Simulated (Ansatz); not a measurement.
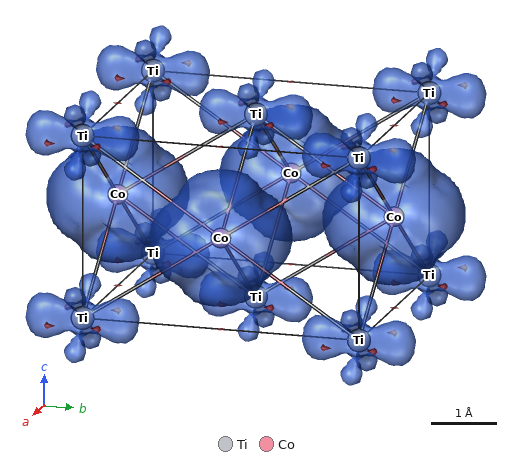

TiCo. Isosurfaces of the magnetisation density (up minus down) at +0.008 (blue) and −0.008 e/Å³ (red), seen slightly off an axis. Sticks mark near contacts.

Space group Cmmm; a structure from a database of computed crystals, not necessarily the ambient phase; changed on purpose from its base cell (strain -0.1500 x Voigt [0, 0, 0, 0, 1, 0], atoms carried along); computed pressure about 2 GPa in this cell; spin-polarised.

All numbers below come from DFT PBEsol, scalar-relativistic, plane waves, PAW in Ansatz 0.2.0.

Core electrons are frozen (PAW), and the valence fields are smoothed inside the atomic spheres.

```xyz
4
Lattice="-2.7181 0.0000 -2.7181 -3.1589 0.0000 3.1589 0.0000 2.9385 0.0000" Properties=species:S:1:pos:R:3 pbc="T T T"
Ti   -2.9385    0.0000    0.2204
Ti    0.0000    0.0000    0.0000
Co   -1.3591    1.4693   -1.3591
Co   -1.5794    1.4693    1.5794
```

Which atoms carry the moments, and with what signs?

Answer. The spin density sits on Co: +0.5 μB (×2) in one cell of 4 atoms: parallel main moments, as they must be, since the calculation's own cell holds one magnetic site. The cell of the calculation (2 atoms) carries 0.5 μB of net spin moment.
